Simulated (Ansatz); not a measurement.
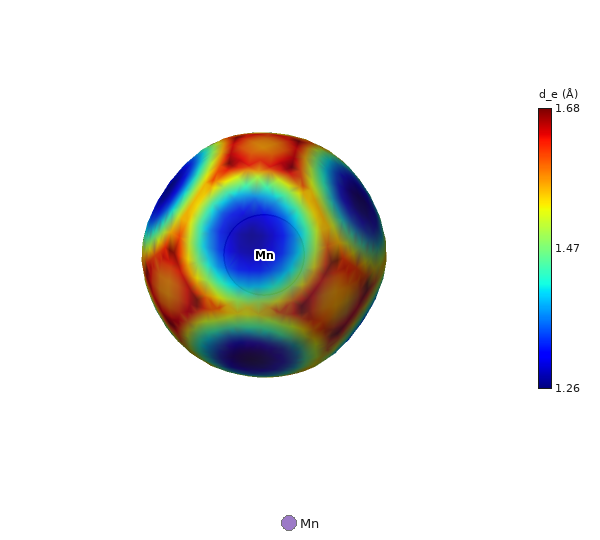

Hirshfeld surface computed for one Mn atom in Mn (Im-3m, No. 229), coloured by d_e.

The surface is where the fragment's share of the procrystal density (the sum of the densities of spherically averaged neutral Hartree-Fock atoms) equals one half. d_i and d_e are the distances from the surface to the nearest nucleus inside and outside.

Source of the atomic positions: the geometry relaxed with Ansatz, DFT, LDA (PW92), plane waves (420 eV) with PAW, scalar-relativistic; the starting structure was generated, so it need not be a known form of this composition.

```
Mn
1.0
     2.72650    0.00000    0.00000
     0.00000    2.72650    0.00000
     0.00000    0.00000    2.72650
Mn
2
Direct
  0.00000 0.00000 0.00000
  0.50000 0.50000 0.50000
```

What is the shortest distance from the fragment to an atom outside it?

Answer. Mn–Mn, 2.36 Å.

How is the surface shared among contacts (nearest atom inside ··· nearest atom outside)?

Answer. Mn···Mn 100 %. The surface faces 14 neighbours with more than 2 % of its area each: 14 Mn.

Give the size and shape of the surface.

Answer. It encloses about 6.2 Å³, has an area of about 16 Å² and a globularity of 1.00 (1 for a sphere).
